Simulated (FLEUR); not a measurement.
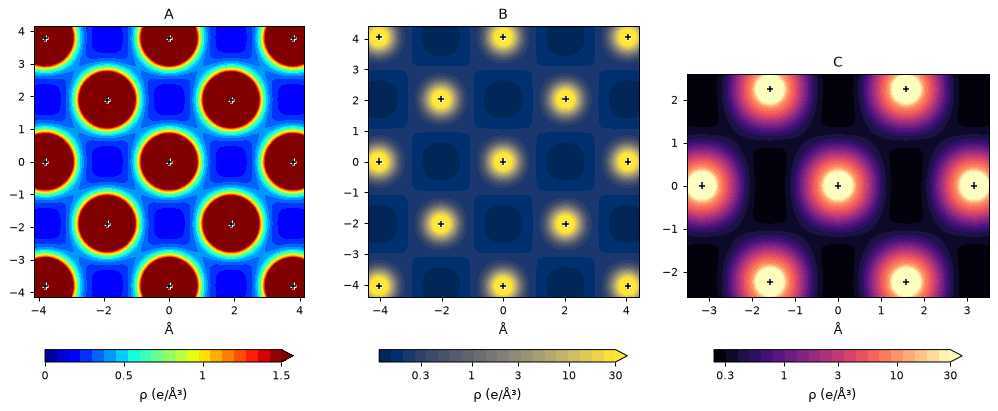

The electron density of 3 systems, each on a plane through atoms (crosses mark nuclei in the plane).

Method: FLEUR, Kohn-Sham DFT of a periodic cell, PBEsol, all-electron.

System 1: Rh, the (010) plane of the conventional cell. Space group Fm-3m.

```
Rh
1.0
     3.79570    0.00000    0.00000
     0.00000    3.79570    0.00000
     0.00000    0.00000    3.79570
Rh
4
Direct
  0.00000 0.00000 0.00000
  0.50000 0.50000 0.00000
  0.50000 0.00000 0.50000
  0.00000 0.50000 0.50000
```

System 2: Al, the (001) plane of the conventional cell. Space group Fm-3m.

```
Al
1.0
     4.04961    0.00000    0.00000
     0.00000    4.04961    0.00000
     0.00000    0.00000    4.04961
Al
4
Cartesian
  0.0000 0.0000 0.0000
  2.0248 2.0248 0.0000
  2.0248 0.0000 2.0248
  0.0000 2.0248 2.0248
```

System 3: Mo, the (101) plane of the conventional cell. Space group Im-3m; a structure from a database of computed crystals, not necessarily the ambient phase.

```cif
data_structure
_symmetry_space_group_name_H-M 'P 1'
_symmetry_Int_Tables_number 1
_cell_length_a 3.1676
_cell_length_b 3.1676
_cell_length_c 3.1676
_cell_angle_alpha 90.000
_cell_angle_beta 90.000
_cell_angle_gamma 90.000
_cell_volume 31.78
loop_
_atom_site_label
_atom_site_type_symbol
_atom_site_fract_x
_atom_site_fract_y
_atom_site_fract_z
_atom_site_occupancy
Mo1 Mo 0.00000 0.00000 0.00000 1
Mo2 Mo 0.50000 0.50000 0.50000 1
```

Q: Which map belongs to which system?

A: Panel A is system 1, Rh: the plane holds Rh. Rh–Rh (2.68 Å): the density is about 0.38 e/Å³ at the midpoint. Panel B is system 2, Al: the plane holds Al. Al–Al (2.86 Å): ρ is about 0.2 e/Å³ halfway. Panel C is system 3, Mo: the plane holds Mo. Mo–Mo (2.74 Å): the density is about 0.37 e/Å³ at the midpoint.
